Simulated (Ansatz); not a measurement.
## Electronic structure of AlGa3N4 in real space

Input

```
crystal:
  lattice:
    - [4.3983642784, 0.0, 0.0]
    - [0.0, 4.3983642784, 0.0]
    - [0.0, 0.0, 4.5055325451]
  atoms:
    - { symbol: Al, position: [0.0, 0.0, 0.0] }
    - { symbol: Ga, position: [0.5, 0.5, 0.0] }
    - { symbol: Ga, position: [0.5, 0.0, 0.5] }
    - { symbol: Ga, position: [0.0, 0.5, 0.5] }
    - { symbol: "N", position: [0.7553510551, 0.7553510551, 0.2446489449] }
    - { symbol: "N", position: [0.7553510551, 0.2446489449, 0.7553510551] }
    - { symbol: "N", position: [0.2446489449, 0.7553510551, 0.7553510551] }
    - { symbol: "N", position: [0.2446489449, 0.2446489449, 0.2446489449] }
basis:
  ecutwfc: 500
kpoints:
  mp_grid: { grid: [6, 6, 6] }
hamiltonian:
  xc: r2scan
scf:
  occupations: { method: gaussian, width: 0.02 }
output:
  forces: true
  stress: true
  eigenvalues: true
  write_density: true
  write_potential: true
  elf: true
  volumetric_format: npy
relax:
  adjacent_minimum: "off"
  f_tol: 0.008
  max_steps: 40
  cell: { stress_tol: 0.015, fix: [a, b, gamma] }
```

Command:

```sh
ansatz run input.yaml --threads 2 --pin off --max-ram 5120MiB --backend cpu --events-out ev --progress --plain --runs-dir out
```

Below, planes, directions and counts refer to the conventional cell (a = 4.40 Å, b = 4.40 Å, c = 4.54 Å, α = 90.00°, β = 90.00°, γ = 90.00°).

The fields are those of the relaxed geometry.

Space group P-42m; a structure from a database of computed crystals, not necessarily the ambient phase; changed on purpose from its base cell (biaxial strain in the a-b plane, c and atoms relaxed: -1.5 %); computed pressure about 3 GPa in this cell.

Computed with Ansatz, DFT r2SCAN, scalar-relativistic, plane waves, PAW.

The density is the valence pseudo-density of a PAW calculation; it isn't the true density close to the nuclei.

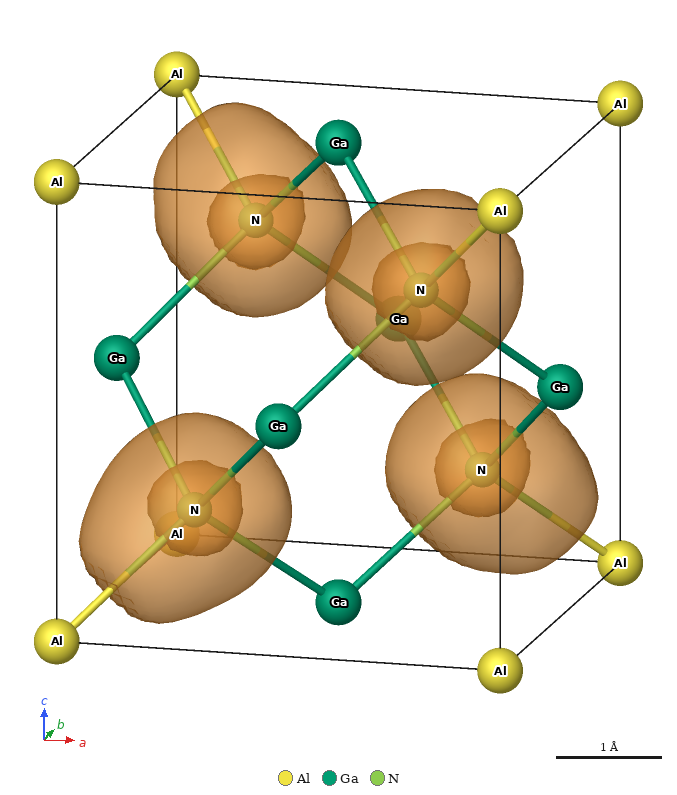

Figure 1. Isosurface of the electron localisation function at 0.7 (orange), seen slightly off an axis. Core shells and regions of very low density are left out. Sticks mark near contacts.

Q: Where are the electrons localised?

A: At this value the surface marks out four regions on N in which the atom's valence shell and bonds are merged, counted in one cell of 8 atoms. Any copies at cell faces, edges or corners count once.


Al–N (1.88 Å): the ELF peaks at about 0.90 between the atoms; a polar covalent bond. Ga–N (1.94 Å): the ELF peaks at about 0.85 in the valence shell of N, 0.7 Å from its nucleus, and is about 0.50 at the midpoint.

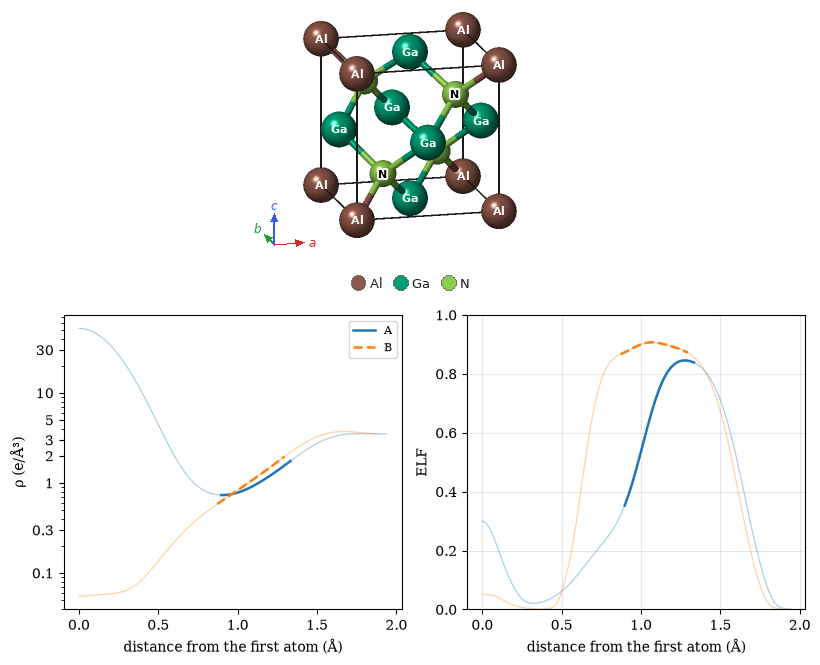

Figure 2. Valence electron density and ELF along straight lines between neighbouring atoms. Thin, pale parts lie inside the atomic spheres. The structure is drawn too.

Q: Which curve belongs to which contact (Al–N and Ga–N)? The first atom named is at distance zero.

A: Curve A: Ga–N (1.94 Å): ρ is about 0.76 e/Å³ halfway; the ELF peaks at about 0.85 in the valence shell of N, 0.7 Å from its nucleus, and is about 0.50 at the midpoint. Curve B: Al–N (1.88 Å): ρ at the midpoint is about 0.71 e/Å³; the ELF peaks at about 0.90 between the atoms: a polar covalent bond.

Q: Does the calculation make it a metal, or give it a gap?

A: It is gapped, with a Kohn–Sham gap of 2.9 eV on the k-point mesh (the band edges may lie off the mesh, which would make the gap smaller).
